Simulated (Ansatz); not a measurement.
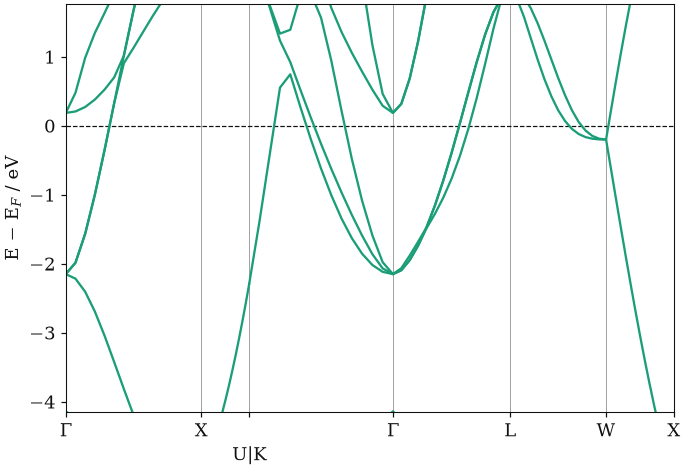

Band structure. Energies are counted from the Fermi level.

**Which Bravais lattice do the labels of the path belong to?**

A face-centred cubic lattice: the path Γ–X–U|K–Γ–L–W–X runs through the special points of its Brillouin zone.

Structure: TaN, space group Fm-3m (No. 225), 2 atoms in the cell.

Computed with Ansatz 0.2.0: DFT r2SCAN, scalar-relativistic, plane waves, PAW, no spin polarisation, 16×16×16 k mesh, Gaussian smearing of 0.1 eV.

**Is there a gap at the Fermi level?**

A metal: 3 bands cross the Fermi level along this path.

**On which lines of the path do bands cross the Fermi level?**

Bands cross the Fermi level on Γ–X, K–Γ, Γ–L, L–W and W–X, and not on X–U.

Spin-orbit coupling is left out, which matters for Ta.
